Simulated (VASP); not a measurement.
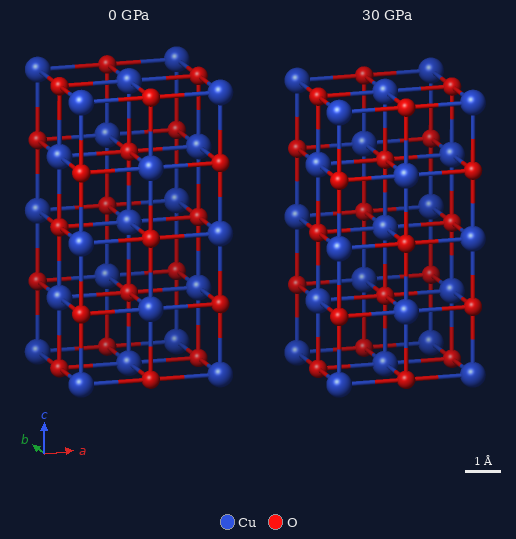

Crystalline CuO (set up in P1), relaxed (cell and atoms) at several target pressures. The picture shows the first and the last member. The picture is a ball-and-stick view of the larger cell on standard axes (4 times the calculation's cell), repeated 1 × 1 × 2 with one cell outlined, seen slightly off an axis.

Computed with VASP 6.6.1: PBEsol, VASP PAW PBE potentials, recommended. (plane-wave cutoff 600 eV; k-point mesh 11 × 11 × 11; occupations fermi-dirac; smearing width 0.05 eV; no spin polarisation)

```tsv
pressure (GPa)	volume (Å³/atom)	a (Å)	b (Å)	c (Å)
0	9.116	4.185	4.177	4.171
2	9.027	4.173	4.163	4.157
5	?	?	?	?
10	8.717	4.116	4.116	4.117
20	8.407	4.067	4.067	4.067
30	8.142	4.024	4.023	4.024
```

Fill in the missing row.

Murnaghan's form V = V₀(1 + B′P/B₀)^(−1/B′), with V₀ = 9.116 Å³ from the row at zero pressure, fits the other rows with B₀ = 202 GPa and B′ = 4.66 (largest miss 0.004 Å³). At 5 GPa it gives 9.116 × (1 + 4.66 × 5/202)^(−1/4.66) = 8.905 Å³ per atom. The calculation gives 8.906 Å³/atom (a = 4.150 Å, b = 4.143 Å, c = 4.143 Å). The estimate is 0.001 Å³/atom too low. From the first member to the last: Cu–O 2.092 → 2.012 Å.

The whole series:

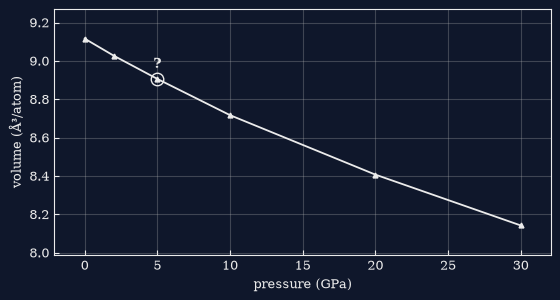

Limits of the set-up: an element that often carries a moment was run without spin polarisation; layers or molecules are held without a dispersion correction, so their spacing is unreliable.
